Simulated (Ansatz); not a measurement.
## Single-point calculation of Co

Co (Fd-3m, 2 atoms in the cell), computed with DFT, BLYP, plane waves (420 eV) with PAW, scalar-relativistic, spin-polarised (Ansatz 0.2.0).

It belongs to a series of runs on one base structure; here: volume × 1.04. Figures and captions count atoms from 1; the log counts them from 0 in places.

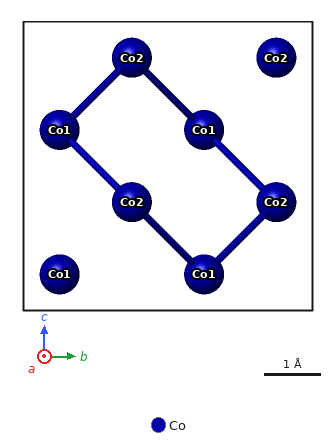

*The structure (ball-and-stick view of the cell 4 times as large as that of the calculation, set on its symmetry axes, along the a axis; atoms are numbered from 1 in the order of the input).*

**Input file**
```yaml
crystal:
  lattice:
    - [0.0, 2.6121228528, 2.6121228528]
    - [2.6121228528, 0.0, 2.6121228528]
    - [2.6121228528, 2.6121228528, 0.0]
  atoms:
    - { symbol: Co, position: [0.125, 0.125, 0.125], spin: 1.736 }
    - { symbol: Co, position: [0.875, 0.875, 0.875], spin: 1.736 }
hamiltonian:
  xc: blyp
  pseudopotentials:
    kind: paw
    azcp:
      Co: "pseudopotentials/Co.paw.azcp"
basis:
  ecutwfc: 420
  fft_grid_basis: typed
kpoints:
  mp_grid: { grid: [12, 12, 12], shift: [0, 0, 0] }
magnetization:
  spin_polarized: true
scf:
  occupations: { method: fermi_dirac, width: 0.05 }
  lower_state_search: "off"
output:
  stress: true
```

Machine: 2 threads of Arm Neoverse V1, 112 GiB of memory available, shared host.

**Output**
```
Engine: ansatz 0.2.0, aarch64-unknown-linux-gnu
Pseudopotentials: kind: paw
Pseudopotential: Co, paw, valence charge 17, recommended cutoff 420 eV (normal), [file]
Functional definition: BLYP
  parameter beta = 0.0042
  parameter a = 0.04918
  parameter b = 0.132
  parameter c = 0.2533
  parameter d = 0.349
  exchange = b88_x(beta = beta)
  correlation = lyp_c(a = a, b = b, c = c, d = d)
Crystal: 2 atoms, lattice volume = 35.646 Å³
Basis set: ecut = 420 eV, 725 PW (Γ), exchange–correlation on 50×50×50 points (8 copies of the dense FFT grid, shifted against one another)
Bands: 23, of which v1, the nominal top of the filled ones, is band 17 counted from 1 (16 counted from 0)
Symmetry: 48 space group operations
Space group: Fd-3m (ITA 227), of the structure as read, at distance tolerance 3.3e-5 Å
Magnetic group: BNS 227.128 (UNI 1630), of the structure as read, at distance tolerance 3.3e-5 Å
k-points: 72 of 1728
Non-local potential: Co, projectors of the file, l = 0: 3, l = 1: 2, l = 2: 3, l = 3: 1
PAW form: soft (Blöchl's): semilocal exchange-correlation on the pseudo side does not see the compensation charge
PAW frozen core: Co, regenerated for the run's functional, and the local potential with it (the file was generated under x = pbe(κ = 0.804, μ = 0.2195149727645171), c = pbe(β = 0.06672455060314922))
PAW one-centre angular grid: Co, 590 points (default); XC on 64 Gauss nodes
Initial density: superposition of atomic densities (chi_scale 0.1, normalization cell)
Starting moments: Σ|m| = 3.472 μB on 2 of 2 sites
Initial wavefunctions: pseudopotential atomic-orbital guess
Functional: x = b88, c = lyp
SCF iter   1: F=—  HF=-10267.147022 eV  |F-HF|=—  |Δ(HF+E_count)|=         —  Δρ=6.90e-2 (↑6.90e-2 ↓3.95e-2)  dr2=3.47e0  dr2_m=1.56e-1  M=3.176 μB ∫|m|=3.223 μB  β_m=1.00  ethr=3.10e-3  ⟨swp⟩=5.6  Hψ=13037  notcnv=0
preconditioner: auto → Kerker (q_TF=auto, 2.707 Å⁻¹)  [metal: Δε(μ)=0.016 eV  Ē_g=7.054 eV  σ=0.050 eV  W_gap=0.08  n_scr=14 (ndim 8)  ℏωp=26.4 eV  f_vac=0.000  D(μ)=2.85/eV (n_scr^D=26)]
spin=Collinear: Kerker preconditioning applied to the charge; magnetization (m = ρ↑ − ρ↓) channel mixes plain (no charge-response kernel on spin).
SCF iter   2: F=—  HF=-10266.737811 eV  |F-HF|=—  |Δ(HF+E_count)|=   4.09e-1  Δρ=2.23e-2 (↑2.23e-2 ↓2.22e-2)  dr2=4.92e-1  dr2_m=7.55e-2  M=3.303 μB ∫|m|=3.440 μB  β_m=1.00  ethr=3.10e-3  ⟨swp⟩=2.0  Hψ=6501  notcnv=0  defer=28
SCF iter   3: F=—  HF=-10266.643934 eV  |F-HF|=—  |Δ(HF+E_count)|=   9.39e-2  Δρ=1.36e-2 (↑1.36e-2 ↓1.28e-2)  dr2=3.07e-1  dr2_m=6.81e-3  M=3.352 μB ∫|m|=3.516 μB  β_m=1.00  ethr=1.45e-3  ⟨swp⟩=1.8  Hψ=4200  notcnv=0  defer=29
SCF iter   4: F=—  HF=-10266.563746 eV  |F-HF|=—  |Δ(HF+E_count)|=   8.02e-2  Δρ=8.89e-3 (↑3.87e-3 ↓8.89e-3)  dr2=2.07e-2  dr2_m=7.85e-3  M=3.414 μB ∫|m|=3.599 μB  β_m=1.00  ethr=9.03e-4  ⟨swp⟩=2.8  Hψ=5622  notcnv=0  defer=29
SCF iter   5: F=—  HF=-10266.593875 eV  |F-HF|=—  |Δ(HF+E_count)|=   3.01e-2  Δρ=5.87e-3 (↑3.47e-3 ↓5.87e-3)  dr2=1.89e-2  dr2_m=8.51e-4  M=3.431 μB ∫|m|=3.629 μB  β_m=1.00  ethr=6.08e-5  ⟨swp⟩=1.2  Hψ=4104  notcnv=0  defer=30
SCF iter   6: F=—  HF=-10266.618891 eV  |F-HF|=—  |Δ(HF+E_count)|=   2.50e-2  Δρ=2.51e-3 (↑2.51e-3 ↓1.36e-3)  dr2=2.94e-3  dr2_m=1.45e-4  M=3.431 μB ∫|m|=3.639 μB  β_m=0.30  ethr=5.56e-5  ⟨swp⟩=2.0  Hψ=6552  notcnv=0  defer=30
Mixer restart at iter 6: flushing history
spin-set hold released at iteration 6 (site moments contracting): the magnetisation degrees of freedom join the quasi-Newton model from the next iteration; the mixer history was flushed
SCF iter   7: F=—  HF=-10266.633827 eV  |F-HF|=—  |Δ(HF+E_count)|=   1.49e-2  Δρ=2.29e-3 (↑2.29e-3 ↓6.15e-4)  dr2=1.30e-3  dr2_m=4.65e-4  M=3.439 μB ∫|m|=3.652 μB  β_m=0.65  ethr=8.64e-6  ⟨swp⟩=2.4  Hψ=5483  notcnv=0  defer=30
SCF iter   8: F=—  HF=-10266.650928 eV  |F-HF|=—  |Δ(HF+E_count)|=   1.71e-2  Δρ=3.27e-3 (↑3.27e-3 ↓7.97e-4)  dr2=3.44e-3  dr2_m=5.43e-4  M=3.461 μB ∫|m|=3.693 μB  β_m=0.64  ethr=3.81e-6  ⟨swp⟩=2.0  Hψ=6391  notcnv=0  defer=29
SCF iter   9: F=—  HF=-10266.650352 eV  |F-HF|=—  |Δ(HF+E_count)|=   5.76e-4  Δρ=1.90e-3 (↑3.94e-4 ↓1.90e-3)  dr2=4.39e-4  dr2_m=3.71e-4  M=3.470 μB ∫|m|=3.703 μB  β_m=0.72  ethr=3.81e-6  ⟨swp⟩=2.1  Hψ=6293  notcnv=0  defer=29
SCF iter  10: F=—  HF=-10266.650525 eV  |F-HF|=—  |Δ(HF+E_count)|=   1.73e-4  Δρ=1.26e-3 (↑3.88e-4 ↓1.26e-3)  dr2=4.87e-4  dr2_m=6.84e-5  M=3.472 μB ∫|m|=3.707 μB  β_m=0.86  ethr=1.29e-6  ⟨swp⟩=2.1  Hψ=5443  notcnv=0  defer=29
SCF iter  11: F=—  HF=-10266.650460 eV  |F-HF|=—  |Δ(HF+E_count)|=   6.50e-5  Δρ=1.05e-4 (↑1.62e-5 ↓1.05e-4)  dr2=1.91e-6  dr2_m=9.87e-7  M=3.471 μB ∫|m|=3.708 μB  β_m=0.81  ethr=1.29e-6  ⟨swp⟩=2.0  Hψ=4416  notcnv=0  defer=29
SCF iter  12: F=—  HF=-10266.650450 eV  |F-HF|=—  |Δ(HF+E_count)|=   9.95e-6  Δρ=2.66e-5 (↑2.66e-5 ↓1.98e-5)  dr2=3.56e-7  dr2_m=6.68e-9  M=3.471 μB ∫|m|=3.708 μB  β_m=0.91  ethr=5.63e-9  ⟨swp⟩=2.0  Hψ=5792  notcnv=0  defer=29
SCF iter  13: F=-10266.650450 eV  HF=-10266.650450 eV  |F-HF|=1.40e-8  |Δ(HF+E_count)|=   3.35e-8  Δρ=2.58e-6 (↑2.17e-6 ↓2.58e-6)  dr2=6.67e-9  dr2_m=9.88e-11  M=3.471 μB ∫|m|=3.709 μB  ethr=2.94e-10  ⟨swp⟩=3.7  Hψ=9438  notcnv=0
SCF 1 converged in 13 iterations: F = -10266.650450 eV  dr2 = 6.67e-9
  greatest PAW one-centre occupation: 1.002 electrons in one spin orbital (limit 2), on the Co atom at site 1 (counted from 0), in its partial waves of l = 1
```

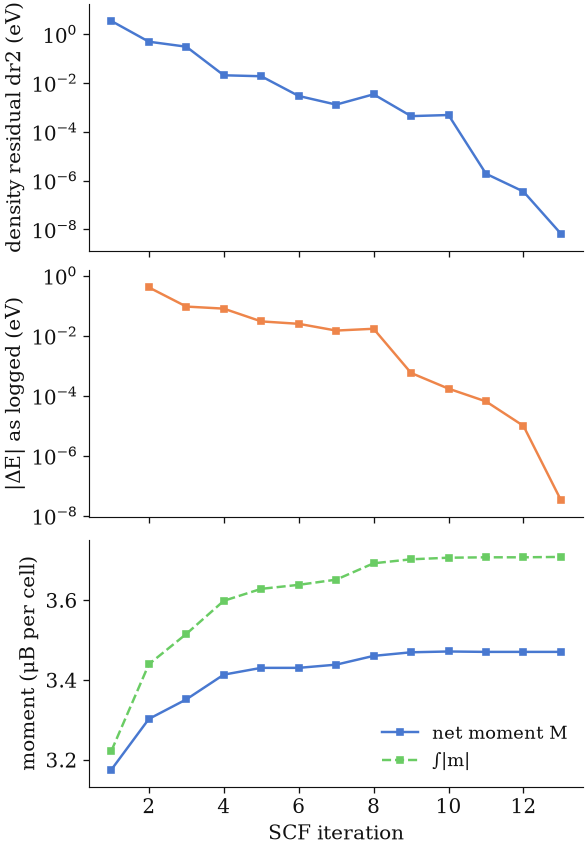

*Convergence of the self-consistent field: density residual dr2, size of the energy change and magnetic moment against the SCF iteration.*

The residual comes down, with one marked jump up, by a factor of about 2.5, at step 8. The net moment goes from 3.2 to 3.5 μB per cell.

```
SCF converged after 13 iterations
Magnetization: 3.4715 μB (18.7357 up, 15.2643 down)
Absolute magnetization: 3.7099 μB (∫|ρ↑−ρ↓|, with the PAW one-centre terms)
Spin contamination: 0.0721 ħ² per cell (⟨S²⟩ above its minimum at these occupations)
Per-site moments (μB) at R_I (Å): [(1.760463689565667, 0.9331429586864048), (1.7604636895656662, 0.9331429586864048)]
Free energy (F): -10266.650450 eV
Harris-Foulkes:  -10266.650450 eV  (|F-HF|=1.40e-8)
Internal energy: -10266.633191 eV  (E = F + TS)
E sigma→0 (E₀):  -10266.641821 eV
Entropy (-TS):   -0.017259 eV (-8.630 meV/atom)
Fermi energy:    10.057121 eV
--- Per-component energies (eV) ---
  E_band       = -766.844598
  E_kinetic    = 906.092855
  E_local      = -7653.807588  (includes V_loc(G=0)·N_el)
  E_nonlocal   = 913.489110
  E_hartree    = 3228.523751
  E_xc         = -311.365579
  E_vxc        = -399.844325  (∫ρ·V_xc dr)
  E_paw        = -3058.597545  (= ΣΔE_a)
  E_vpaw       = -989.821157  (= ΣTr[D̂ρ^β])
  E_aug_tail   = 0.000111  (compensation charges beyond the density's cutoff)
  E_ewald      = -4290.982486
  E_core_change = 0.014181  (= ΣΔE_core)
  E_smearing   = -0.017259  (= −TS)
  E_closure    = -0.000000  (closes the sum)
  Σ components = -10266.650450   (vs F -10266.650450, Δ=0.00e0)
--- Stress (GPa, compression-positive) ---
       -3.172173       0.000000      -0.000000
        0.000000      -3.172173      -0.000000
       -0.000000      -0.000000      -3.172173
  P = ⅓ Tr σ = -3.1722 GPa (-31.722 kbar)
```

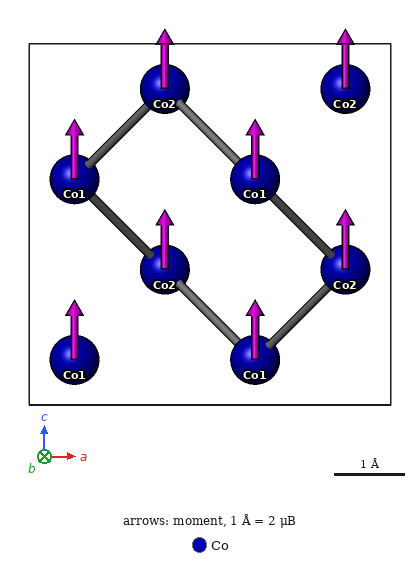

*Magnetic moments of the sites as pink arrows (ball-and-stick view of the cell 4 times as large as that of the calculation, set on its symmetry axes, along the b axis; atoms are numbered from 1 in the order of the input); small moments hardly show. The run is collinear, so the axis drawn is arbitrary.*

Site moments: Co1, Co2 (1.76 μB). They are counted near the atoms and needn't add up to the moment of the cell.

**Summary**

| quantity | value |
| --- | --- |
| outcome | converged |
| space group (tolerance 0.01 Å) | Fd-3m (227) |
| electrons treated | 34 |
| free energy | −10266.6505 eV |
| Fermi energy | 10.057 eV |
| net moment of the cell | 3.47 μB |
| integrated absolute moment | 3.71 μB |
| pressure | −3.17 GPa |
| wall time | 5.5 s (CPU time 10 s) |
| peak memory | 0.34 GiB |
